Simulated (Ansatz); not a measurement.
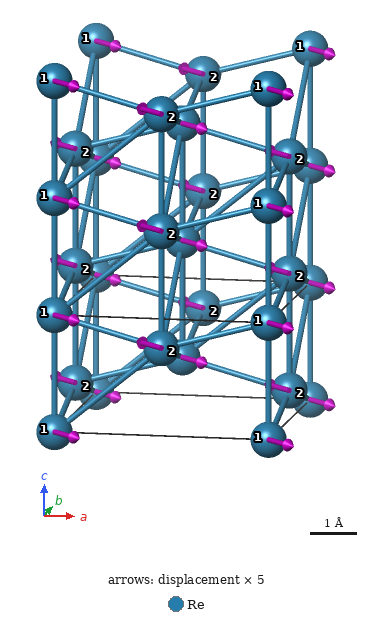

A relaxation of a crystal of Re (a generated structure, set up in I4_1/amd). The starting structure is drawn; purple arrows show the displacements (the part carried along by the change of the cell is left out), magnified 5 times.

The picture is a ball-and-stick view of the conventional cell (2 times the calculation's cell), repeated 1 × 1 × 3 with one cell outlined, seen slightly off an axis. Lengths and directions refer to the drawn axes.

Phase: beta-Sn type.

All numbers below come from DFT, RPBE, plane waves (420 eV) with PAW, scalar-relativistic (Ansatz).

The input:
```yaml
crystal:
  lattice:
    - [-2.4186077807, 2.4186077807, 1.3205598483]
    - [2.4186077807, -2.4186077807, 1.3205598483]
    - [2.4186077807, 2.4186077807, -1.3205598483]
  atoms:
    - { symbol: Re, position: [0.0, 0.0, 0.0] }
    - { symbol: Re, position: [0.75, 0.25, 0.5] }
hamiltonian:
  xc: rpbe
  pseudopotentials:
    kind: paw
    azcp:
      Re: "pseudopotentials/Re.paw.azcp"
basis:
  ecutwfc: 420
  fft_grid_basis: typed
kpoints:
  mp_grid: { grid: [13, 13, 9], shift: [0, 0, 0] }
magnetization:
  spin_polarized: false
scf:
  occupations: { method: fermi_dirac, width: 0.1 }
relax:
  max_steps: 60
  f_tol: 0.01
  cell: {}
```

Describe the change and its energy.

Answer. After 23 accepted moves (27 points after the start) the energy has fallen by 1129 meV per atom. Largest force component: 0.0098 eV/Å at the start, 0.00032 eV/Å at the end. The pressure goes from 26.27 to 0.00 GPa. The line search rejected the trial step at point 15 of the run. The SCF was repeated 3 times at an unchanged geometry on a basis and grid sized afresh for the cell, which shifted the energy by 152 meV per atom at most. The largest moves relative to the cell, 0.20 Å, are those of Re1 and Re2. Re2 goes along [−1 1 0]. Cell: a = b 4.837 → 5.291 Å (+9.4 %), c 2.641 → 2.786 Å (+5.5 %), α 90.0° → 105.3°, β 90.0° → 105.3°, γ 90.0° → 54.3°. Volume −2.2 %. Near-neighbour distances that change, for instance: Re1–Re1 3.666 → 2.786 Å, Re1–Re2 3.126 → 2.764 Å, Re1–Re2 (another image) 2.507 → 2.765 Å, Re1–Re1 (another image) 2.641 → 2.786 Å. New bonds form: Re1–Re1 (3.67 → 2.79 Å), Re2–Re2 (3.67 → 2.79 Å). The space group (tolerance 0.01 Å) goes from I4_1/amd (No. 141) to P6_3/mmc (No. 194).
